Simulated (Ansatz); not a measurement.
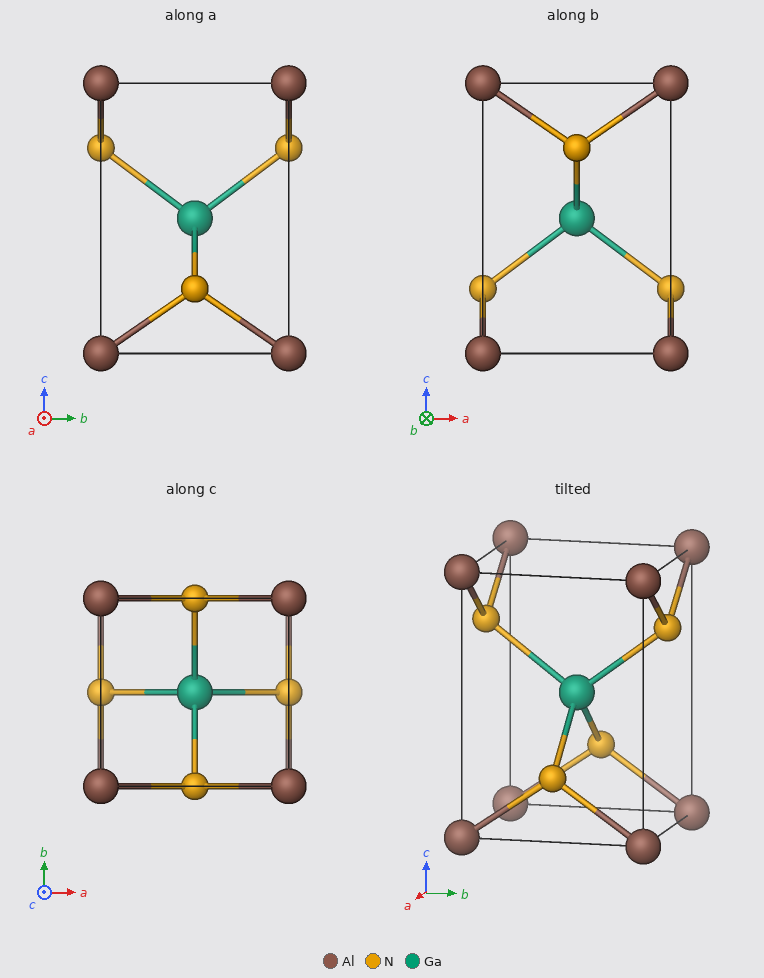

Ball-and-stick representation of a periodic structure, projected along the a axis, along the b axis, along the c axis and slightly off an axis. The conventional unit cell is drawn as a box.

Lattice parameters: a = 3.138 Å, b = 3.138 Å, c = 4.517 Å, α = 90.00°, β = 90.00°, γ = 90.00°. Put a along x and b in the xy plane.

Set out the cell and atoms as a POSCAR file, with free fractional coordinates to two decimals.

Answer.
```
Al N Ga
1.0
     3.138    0.000    0.000
     0.000    3.138    0.000
     0.000    0.000    4.517
Al N Ga
1 2 1
Direct
  0.00 0.00 0.00
  0.00 0.50 0.24
  0.50 0.00 0.76
  0.50 0.50 0.50
```

The structure was taken from a structure type filled with these elements by a generator (whether the compound takes this form wasn't checked). The cell was then strained or its atoms displaced on purpose. It was run through Ansatz as a DFT input.

At this level of theory the cell isn't at rest (stretched, at -4 GPa), so its distances can differ from those at equilibrium, the more so the softer the solid.
